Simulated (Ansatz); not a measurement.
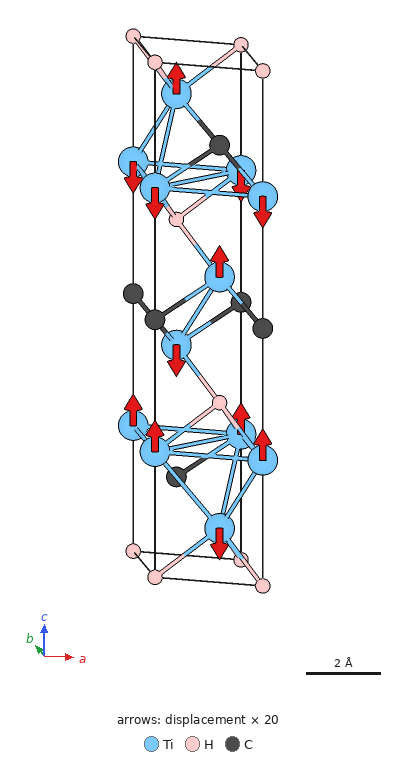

A symmetric starting cell of Ti2HC. The red arrows show how the atoms are displaced (without the part that the change of the cell carries along), magnified 20 times. Besides, the cell is strained by +6.4 % along c and −2.6 % across it (volume +1.0 %). Style: ball-and-stick. Shown: the conventional cell (3 times the calculation's cell), slightly off an axis. Lengths and directions refer to the drawn axes.

Level of theory: DFT LDA, scalar-relativistic, plane waves, PAW in Ansatz. Set-up: plane-wave cutoff 420 eV; k-point mesh 15 × 15 × 15; occupations gaussian; smearing width 0.1 eV; no spin polarisation.

Question: Describe the displacements and the computed response.

Answer: The Ti atoms are displaced by 0.05 Å relative to the cell. No relaxation follows. The starting cell wasn't computed here and needn't be at equilibrium, so pressure and forces aren't due to the change alone. Some distances before and after: Ti–Ti 2.853 → 3.011 Å, Ti–Ti 3.097 → 3.016 Å, C–Ti 2.105 → 2.131 Å, H–Ti 2.202 → 2.187 Å. The space group stays R-3m (No. 166). The pressure is −13.5 GPa (not all of it need come from the change, since the unchanged cell can be under pressure at this level too). The principal stresses (compression positive) are −26.1 GPa along c and −7.2 GPa across it. The largest forces, 1.5 eV/Å, act on 2 Ti atoms of the calculation's cell. The forces point straight back along the displacements (cosine −1.00).
